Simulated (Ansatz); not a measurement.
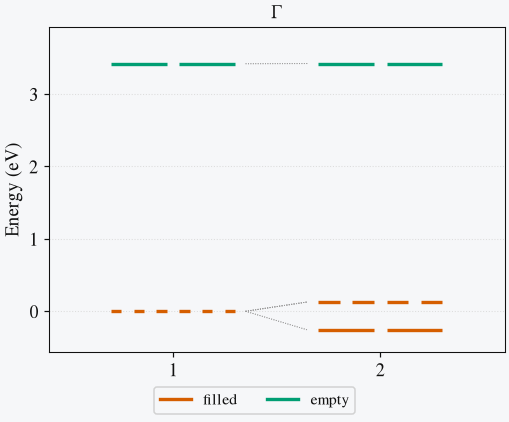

Levels at Γ, each bar one state with spin counted. Zero is the valence top without spin-orbit coupling, and the two sets are aligned on the mean of the six top valence states at Γ.

System: antifluorite-type Li$_{2}$Se, space group Fm-3m (No. 225), 3 atoms in the primitive cell, relaxed with r2SCAN; cubic a = 5.987 Å. Run without spin-orbit coupling: PBE, Ansatz PAW set, 8×8×8 k mesh, 420 eV cutoff, Fermi-Dirac smearing of 0.02 eV (Ansatz 0.2.0). Run with it: PBE, Ansatz PAW set, 8×8×8 k mesh, 420 eV cutoff, fixed occupations (Ansatz 0.2.0). Neither carries moments.

### Which column includes spin-orbit coupling?

Column 2: it splits levels that are degenerate in column 1.

### How does spin-orbit coupling split the valence top at Γ?

The threefold valence top at Γ (six states with spin) splits into a fourfold level on top and a twofold one 0.39 eV below it, the split-off level.

### What happens to the direct gaps?

The vertical gap goes from 3.42 to 3.29 eV at Γ. A third of the splitting is 0.13 eV, which accounts for the change at Γ: the fourfold level rises by about that much.

### And the smallest gap over all k points computed?

It narrows from 2.97 eV (valence top at Γ, conduction bottom at X) to 2.85 eV.

LDA, GGA and most meta-GGA functionals understate gaps. The cell was built by a generator and needn't be a form met in nature.
